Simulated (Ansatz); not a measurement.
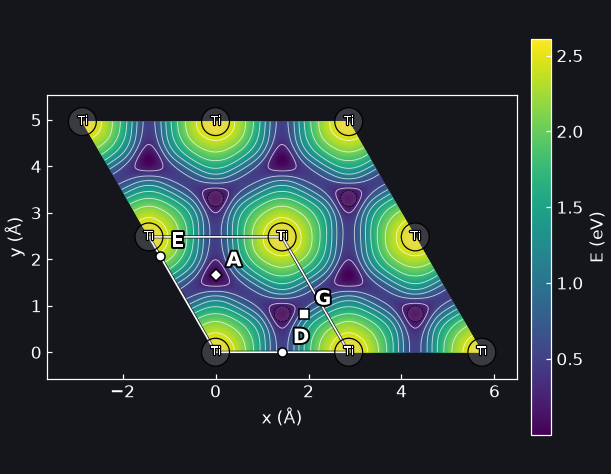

C on a Ti(001) slab cut from the P6_3/mmc phase, its upper half relaxed before the scan (5 atoms of substrate and one adsorbate in a 1 × 1 cell). C is moved over the surface cell; relaxed at each place: the height of the adsorbate's atoms; substrate rigid; the origin of the map has the adsorbate above Ti5. Places are given modulo a cell vector. The map is drawn in real space over the plane of the surface. The scan uses a 6 × 6 grid; 10 points were computed and 26 follow by symmetry. Energies are in eV, from the lowest grid point. With one adsorbate in each 1 × 1 cell, its nearest image is 2.9 Å away, so neighbouring adsorbates interact. Theory: DFT LDA, scalar-relativistic, plane waves, PAW in Ansatz 0.2.0. Settings: cutoff 420 eV, k-mesh 9×9×1, gaussian smearing 0.1 eV, no spin polarisation.

Drawn: a smooth colour map with a few white contour lines, labelled circles for the atoms of the top layer and small ones for the second layer, the outline of one cell of the 2 × 2 shown, lettered points. Between grid points the surface is interpolated.

Q: Is A the lowest point of the computed grid?

A: No. A lies 0.008 eV above the lowest grid point, which is at a threefold hollow over a second-layer Ti atom, (4/6, 2/6) of the cell vectors. It is a local minimum.

PAW datasets: the set soft_1.
